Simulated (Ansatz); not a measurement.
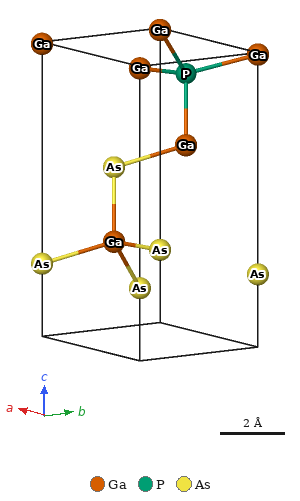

Normal modes of a crystal of Ga3As2P (a generated structure), space group P3m1 (No. 156), at the zone centre. Style: ball-and-stick. Shown: the cell of the calculation, from a free direction.

These are results of DFT PBE, scalar-relativistic, plane waves, PAW in Ansatz 0.2.0, not measurements.

Input file:
```yaml
crystal:
  lattice:
    - [4.0049517147, 0.0, 0.0]
    - [-2.0024758573, 3.4683899259, 0.0]
    - [0.0, 0.0, 9.8156171629]
  atoms:
    - { symbol: Ga, position: [0.0, 0.0, 0.9934149267] }
    - { symbol: Ga, position: [0.3333333333, 0.6666666667, 0.6733542526] }
    - { symbol: Ga, position: [0.6666666667, 0.3333333333, 0.3334964805] }
    - { symbol: P, position: [0.3333333333, 0.6666666667, 0.9166876615] }
    - { symbol: As, position: [0.6666666667, 0.3333333333, 0.5862768279] }
    - { symbol: As, position: [0.0, 0.0, 0.2467698507] }
basis:
  ecutwfc: 420
kpoints:
  mp_grid: { grid: [12, 12, 4] }
hamiltonian:
  xc: pbe
scf:
  occupations: { method: fixed }
output:
  eigenvalues: true
phonons:
  method: dfpt
  dielectric: true
  rigid_motions: translations
  eigenvectors: true
  qmesh: [2, 2, 1]
  temperatures: { t_max: 1000, t_step: 100 }
  qpath:
    path:
      - [[0.0, 0.0, 0.0], [0.5, 0.0, 0.0], [0.33333333, 0.33333333, 0.0], [0.0, 0.0, 0.0], [0.0, 0.0, 0.5], [0.5, 0.0, 0.5], [0.33333333, 0.33333333, 0.5], [0.0, 0.0, 0.5]]
      - [[0.5, 0.0, 0.5], [0.5, 0.0, 0.0]]
      - [[0.33333333, 0.33333333, 0.5], [0.33333333, 0.33333333, 0.0]]
    npoints: 8
```

Launched with:
```bash
ansatz run input.yaml --threads 4 --pin off --max-ram 8192MiB --backend cpu --events-out ev --progress --plain --runs-dir out
```

Frequencies are those without the non-analytic (LO–TO) term.

Which optical modes does it have, at what frequencies, and is it stable there?

The calculation's cell holds 6 atoms, so there are 15 optical modes, in 10 levels. The optical modes span 5E + 5A₁. No level is unstable.

```json
{"level": "1", "symmetry": "E", "frequency (cm⁻¹)": "57", "activity": "infrared- and Raman-active"}
{"level": "2", "symmetry": "E", "frequency (cm⁻¹)": "67", "activity": "infrared- and Raman-active"}
{"level": "3", "symmetry": "A₁", "frequency (cm⁻¹)": "160", "activity": "infrared- and Raman-active"}
{"level": "4", "symmetry": "A₁", "frequency (cm⁻¹)": "174", "activity": "infrared- and Raman-active"}
{"level": "5", "symmetry": "A₁", "frequency (cm⁻¹)": "250", "activity": "infrared- and Raman-active"}
{"level": "6", "symmetry": "E", "frequency (cm⁻¹)": "253", "activity": "infrared- and Raman-active"}
{"level": "7", "symmetry": "A₁", "frequency (cm⁻¹)": "255", "activity": "infrared- and Raman-active"}
{"level": "8", "symmetry": "E", "frequency (cm⁻¹)": "258", "activity": "infrared- and Raman-active"}
{"level": "9", "symmetry": "E", "frequency (cm⁻¹)": "317", "activity": "infrared- and Raman-active"}
{"level": "10", "symmetry": "A₁", "frequency (cm⁻¹)": "342", "activity": "infrared- and Raman-active"}
```

The modes drawn as arrows (one member of each degenerate set), 6 of the levels:

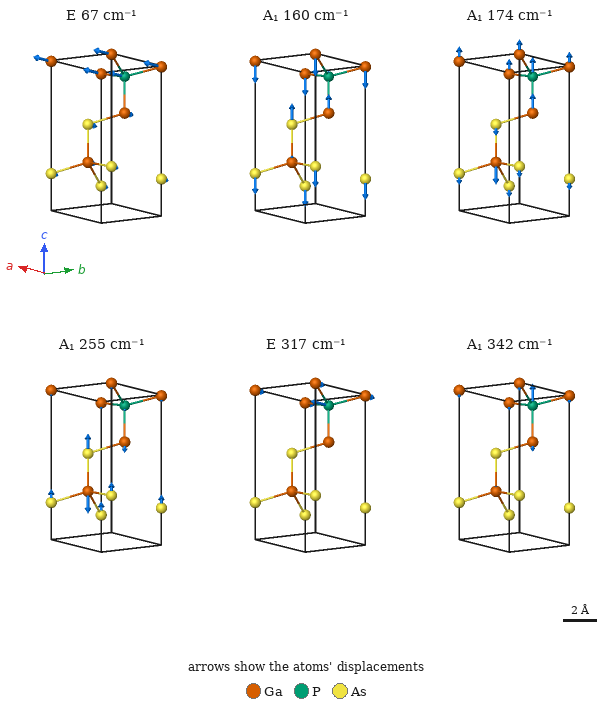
